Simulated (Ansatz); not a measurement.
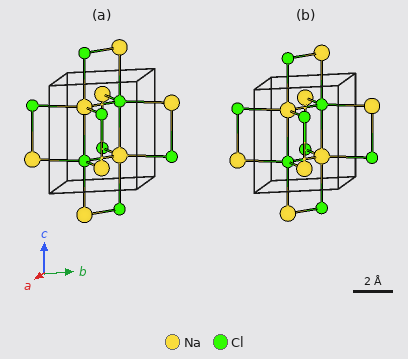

The structure of a crystal of NaCl (built on the h-MgO (five-fold) type) before (left) and after (right) a relaxation, at one scale.

The picture is a ball-and-stick view of the cell of the calculation, seen slightly off an axis.

Method: DFT, LDA, plane waves, PAW (Ansatz). Settings: plane-wave cutoff 420 eV; k-point mesh 6 × 6 × 4; occupations fermi dirac; smearing width 0.02 eV; no spin polarisation; cell and atoms relaxed; force threshold 0.005 eV/Å.

> Summarise the run.

The atoms keep their places relative to the cell (all moves are under 0.005 Å). The volume changes by −10.7 %, with a = b 4.778 → 4.611 Å (−3.5 %), c 5.657 → 5.425 Å (−4.1 %). Near-neighbour distances that change, for instance: Cl–Na 2.829 → 2.713 Å, Cl–Na 2.759 → 2.662 Å. The space group stays P6_3/mmc (No. 194). The energy falls by 91.1 meV per cell of the calculation in 3 accepted moves (4 points after the start). All forces vanish by symmetry, so only the cell relaxes. The pressure goes from −2.16 to −0.01 GPa. At 1 point the geometry stayed and the basis and grid were re-selected for the new cell (energy shift of 0.2 meV per cell of the calculation at most each time).
